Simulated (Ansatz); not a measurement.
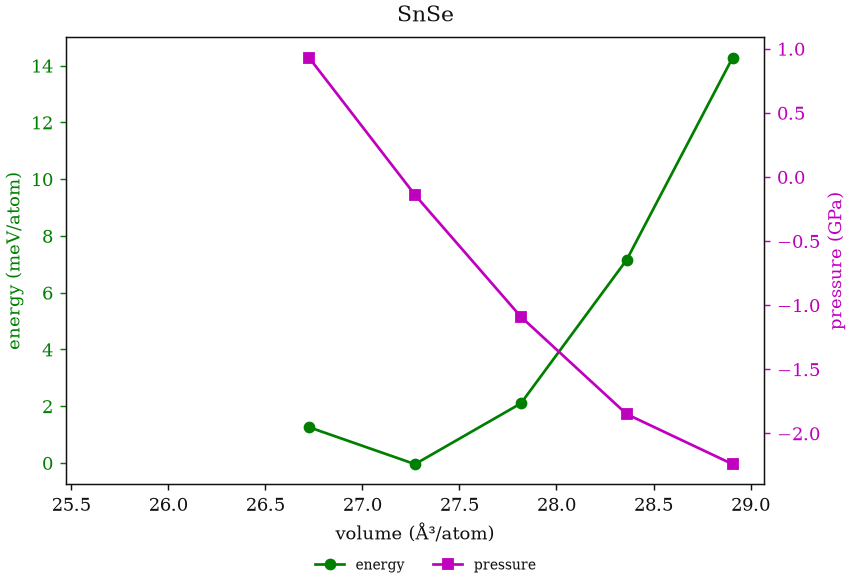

The figure shows the energy and pressure against volume for SnSe, space group Fm-3m (No. 225).

Cell as given: a = 4.257 Å, b = 4.257 Å, c = 4.257 Å, α = 60.00°, β = 60.00°, γ = 60.00°; 2 atoms.

Computed with Ansatz 0.2.0: plane-wave DFT, no spin polarisation; energies at scaled volumes of the given cell, shape and fractions fixed, counted from the fit's minimum, third-order Birch-Murnaghan fit. Level: BLYP with D3(BJ).

- k mesh: 8×8×8
- occupations: Fermi–Dirac
- smearing width: 0.05 eV
- potentials: Ansatz PAW
- wave cutoff: 420 eV
- density cutoff: 1680 eV

The points at volume 25.63 Å³/atom and 26.18 Å³/atom are left out of the plot. What values does the calculation give there?

| volume (Å³/atom) | energy (meV/atom) | pressure (GPa) |
| --- | --- | --- |
| 25.63 | 15.89 | 3.46 |
| 26.18 | 6.41 | 2.13 |

Caveats: the functional was run on potentials made for another functional.
